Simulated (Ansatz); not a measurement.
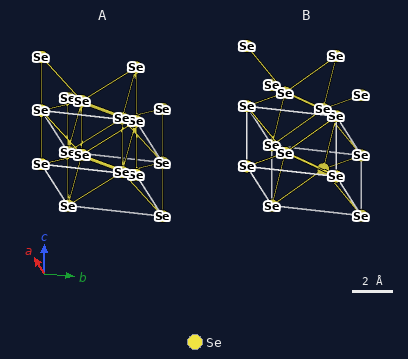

Two geometries of solid Se (a generated structure, set up in P6/mmm), drawn at one scale. One is the start of a relaxation, the other its converged end. A ball-and-stick model of the cell of the calculation, repeated 1 × 1 × 2 with one cell outlined, seen from a free direction.

The calculation used DFT, revPBE, plane waves (420 eV) with PAW, scalar-relativistic (Ansatz). Settings: plane-wave cutoff 420 eV; k-point mesh 7 × 7 × 10; occupations fermi dirac; smearing width 0.1 eV; no spin polarisation; cell and atoms relaxed; force threshold 0.01 eV/Å; at most 60 steps.

Q: Which one is relaxed?

A: Structure B is the relaxed one. Phase: omega (AlB2-type). The energy falls by 25.0 meV per atom in 10 accepted moves (12 points after the start). All forces vanish by symmetry, so only the cell relaxes. Pressure: −1.93 GPa at the start and 0.00 GPa at the end. At 2 points the geometry stayed and the basis and grid were re-selected for the new cell (energy shift of 0.1 meV per atom at most each time). No atom moves by more than 0.005 Å relative to the cell. The drawn cell changes as follows: a = b 4.976 → 4.707 Å (−5.4 %), c 3.051 → 3.418 Å (+12.1 %); the volume changes by +0.2 %. Among the contacts that change: Se–Se 3.051 → 3.418 Å, Se–Se 2.873 → 2.717 Å, Se–Se 3.253 → 3.210 Å. The space group stays P6/mmm (No. 191).
